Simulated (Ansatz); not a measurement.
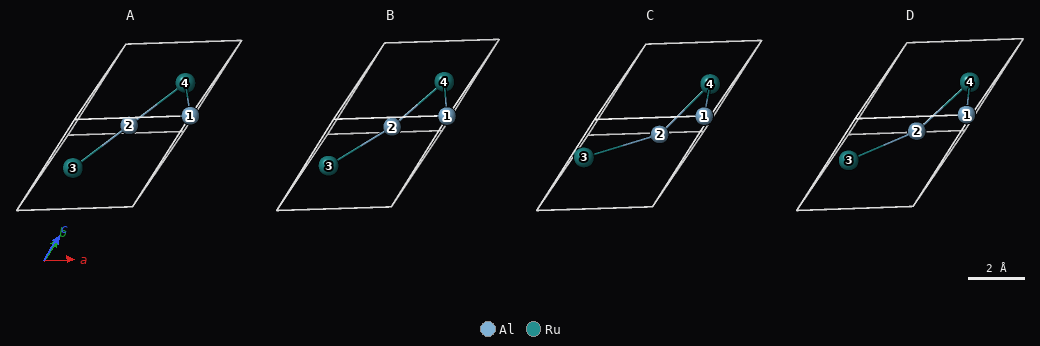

4 geometries from one relaxation of solid AlRu (set up in P1), in shuffled order. Style: ball-and-stick. Shown: the cell of the calculation, reduced to other axes, from a free direction. Lengths and directions refer to the drawn axes.

Case: all atoms moved at random, sigma 0.25 Å for each component; relaxed back.

Computed with DFT PBEsol, scalar-relativistic, plane waves, PAW in Ansatz. (plane-wave cutoff 420 eV; k-point mesh 10 × 10 × 10; occupations gaussian; smearing width 0.15 eV; no spin polarisation; cell and atoms relaxed; force threshold 0.01 eV/Å; at most 80 steps)

**Put them in the order of the run, from the start to the converged end.**

C, D, B, A. They are steps 0, 1, 2, 6, at +10.459 eV per cell of the calculation, +2.733 eV per cell of the calculation, +0.553 eV per cell of the calculation relative to the last. The largest moves, 0.51 Å, are those of Al2 and Ru3. Al2 goes roughly along [−3 0 2]. Largest moves by element: Al 0.51 Å, Ru 0.50 Å. The cell doesn't change. Near-neighbour distances that change, for instance: Al2–Ru3 1.624 → 2.578 Å, Al2–Ru3 (another image) 3.230 → 2.578 Å, Al2–Ru3 (another image) 3.020 → 2.578 Å, Ru3–Ru4 2.569 → 2.977 Å. New bonds form, among them: Al2–Ru3 (3.23 → 2.58 Å). Among the angles between lasting bonds that change: Ru3–Al2–Ru4 151.5° → 180.0°, Al1–Ru3–Al2 151.9° → 180.0°, Ru3–Al2–Ru3 135.1° → 109.5°. The space group (tolerance 0.01 Å) goes from P1 (No. 1) to Pm-3m (No. 221). Over 5 accepted moves (6 points after the start) the energy falls by 10.459 eV per cell of the calculation. Largest force component: 22 eV/Å at the start, 0.0001 eV/Å at the end. Pressure: 70.11 GPa at the start and −0.03 GPa at the end. The SCF was repeated once at an unchanged geometry on a basis and grid sized afresh for the cell, which shifted the energy by less than 0.05 meV per cell of the calculation at most.
